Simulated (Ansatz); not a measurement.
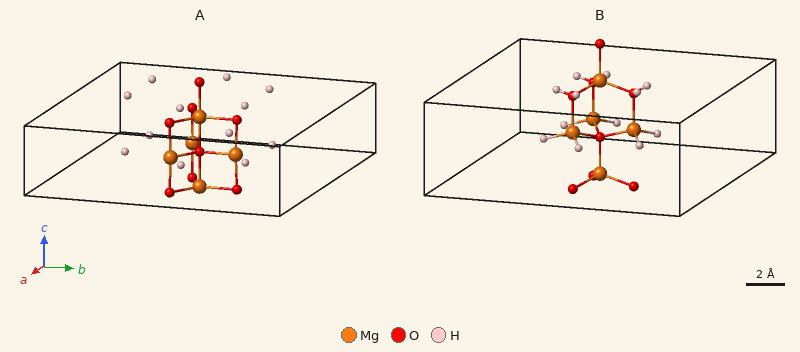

Two geometries of a wire of composition MgH$_{3}$O, drawn at one scale. One is the start of a relaxation, the other its converged end. Style: ball-and-stick. Shown: the cell of the calculation, with the vacuum cut short, slightly off an axis.

Method: DFT PBE, scalar-relativistic, plane waves, PAW in Ansatz. (plane-wave cutoff 420 eV; k-point mesh 1 × 1 × 7; occupations gaussian; smearing width 0.05 eV; no spin polarisation; cell relaxed at fixed a, b, alpha, beta, gamma; force threshold 0.02 eV/Å; at most 45 steps)

> Which one is relaxed?

Structure A is the relaxed one. Case: wire along [0 0 1], 8 atoms a period, capped with H. Over 32 accepted moves (35 points after the start) the energy falls by 7.951 eV per cell of the calculation. The largest force component goes from 2.2 to 0.014 eV/Å. The line search rejected the trial step at point 7 of the run. At 2 points the geometry stayed and the basis and grid were re-selected for the new cell (energy shift of 31.2 meV per cell of the calculation at most each time). The largest moves relative to the centre of the atoms, 1.77 Å, are those of H atoms. By element the largest moves are H 1.77 Å, Mg 0.72 Å, O 0.36 Å. Along the periodic axis the drawn cell goes c 5.118 → 3.826 Å (−25.3 %). Some distances before and after: H–O 0.970 → 2.687 Å, H–H 2.473 → 0.757 Å, Mg–O 3.111 → 1.913 Å, H–Mg 1.720 → 2.536 Å. New bonds form, among them: H–H (2.47 → 0.76 Å), Mg–O (3.11 → 1.91 Å), Mg–O (3.11 → 1.92 Å). Bonds break, among them: H–Mg (1.72 → 2.52 Å), H–Mg (1.72 → 2.53 Å), H–Mg (1.72 → 2.54 Å), H–O (0.97 → 2.67 Å). Bond angles that change, for instance: Mg–O–Mg 106.1° → 87.9°, O–Mg–O 106.1° → 90.0°, Mg–O–Mg 106.1° → 90.0°.
